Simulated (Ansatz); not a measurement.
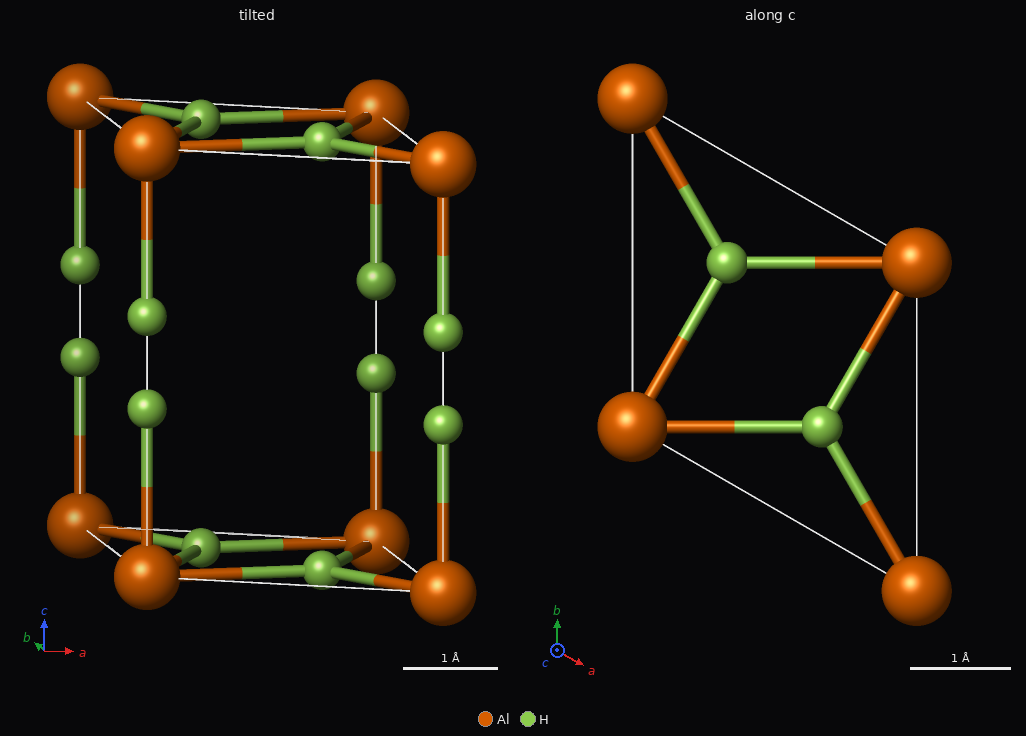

This ball-and-stick model is shown slightly off an axis and along the c axis. The parallelepiped is the conventional unit cell. Cell: a = 3.30 Å, b = 3.30 Å, c = 4.63 Å, α = 90.00°, β = 90.00°, γ = 120.00°.

The cell started as a random cell made by a generator, so it need not be a real form of the compound. Earlier steps of the study may have refined or changed the cell and positions. A calculation with Ansatz used it as input.

Explain the picture.

Chemical formula AlH₄. The structure has P6/mmm (No. 191) symmetry and a primitive hexagonal lattice. Cell content: 1 Al, 4 H, that is 1 formula unit. Each Al has eight H at about 1.8 to 1.9 Å. H takes two kinds of site: 2c with three Al in a trigonal planar arrangement at about 1.9 Å; 2e with one Al at about 1.8 Å. The bonds build AlH4 layers parallel to (001).

Run with DFT PBE, scalar-relativistic, plane waves, PAW in Ansatz and these settings: a basis cut at 420 eV, a 12×12×8 k-point grid, Gaussian smearing of 0.1 eV, no spin polarisation.

Is it conducting or gapped at this level?

A metal: bands cross the Fermi level.

What net charge does each kind of atom have (Bader)?

Al +2.03 e; H -0.69 to -0.33 e.

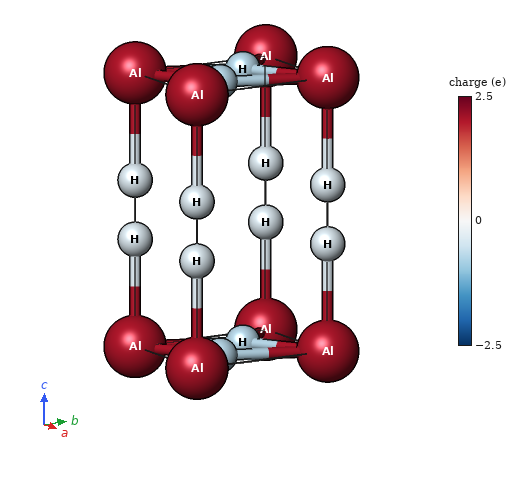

The atoms coloured by those charges. The run's cell of 5 atoms is drawn.

Does the calculation find this structure at rest?

Yes. All forces vanish to within 0.01 eV/Å. The pressure is 0.0 GPa, close to zero.
